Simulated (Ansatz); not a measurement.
ZnSe, space group F-43m (No. 216), a = 5.668 Å, b = 5.668 Å, c = 5.668 Å, α = 90.00°, β = 90.00°, γ = 90.00°

```
site  Wyckoff       x       y       z
  Zn       4a  0.0000  0.0000  0.0000
  Se       4c  0.2500  0.2500  0.2500
```

Origin: a calculation's input that goes back to an entry of the Crystallography Open Database (an earlier step may have relaxed or displaced it).

### Describe the coordination of Zn.

ZnSe4: an essentially ideal tetrahedron (coordination number 4, S = 0.00; next best see-saw, S = 9.8). Bonds: 4 × Zn–Se 2.45 Å. The next neighbour, not counted, lies at 4.01 Å.

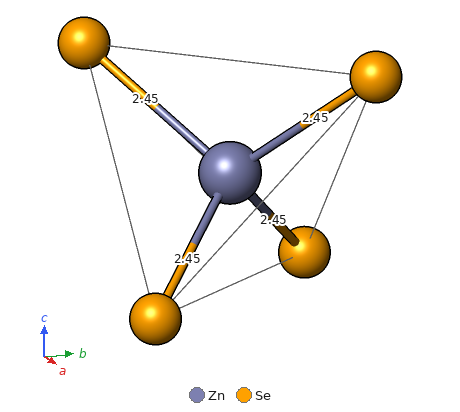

The polyhedron about Zn. Shape measures S are computed against regular polyhedra or, for capped shapes, the nearer of the equal-edge and equal-bond forms.
